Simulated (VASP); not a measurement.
CoO (space group P6_3mc, No. 186). Coordinates: a cell listed in the Materials Project, as set up for an electronic-structure calculation.

Space group P6_3mc (No. 186). a = 3.198 Å, b = 3.198 Å, c = 5.229 Å, α = 90.00°, β = 90.00°, γ = 120.00°

| atom | site | symmetry | x | y | z |
| --- | --- | --- | --- | --- | --- |
| Co | 2b | 3m. | 0.6667 | 0.3333 | 0.5034 |
| O | 2b | 3m. | 0.6667 | 0.3333 | 0.8716 |

Describe the stacking along c, with columns A (0, 0), B (1/3, 2/3), C (2/3, 1/3) of the hexagonal mesh.

Co(B) – O(B) – Co(C) – O(C) (four layers in 5.23 Å).

O layers alone: BC, the hexagonal close-packed type.

Co: two tetrahedral sites (per hexagonal cell).

Polytype symbol 2H, the symbol of a tetrahedral polytype (number of double layers in the repeat and lattice).

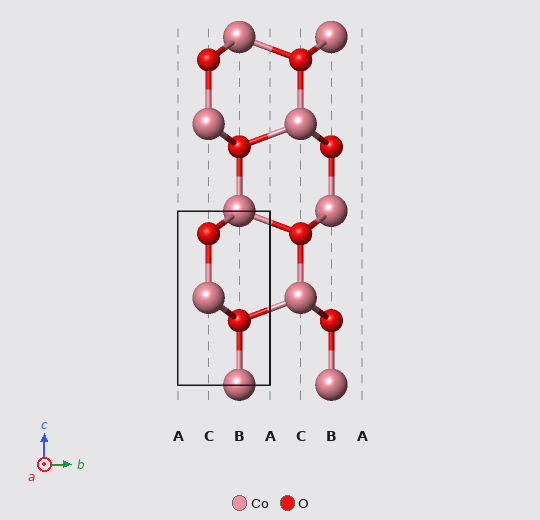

The picture looks along a close-packed row of the hexagonal mesh; c points upwards. The dashed lines mark the three columns A (0, 0), B (1/3, 2/3) and C (2/3, 1/3). The sequence starts with the first layer at or above the cell's origin.
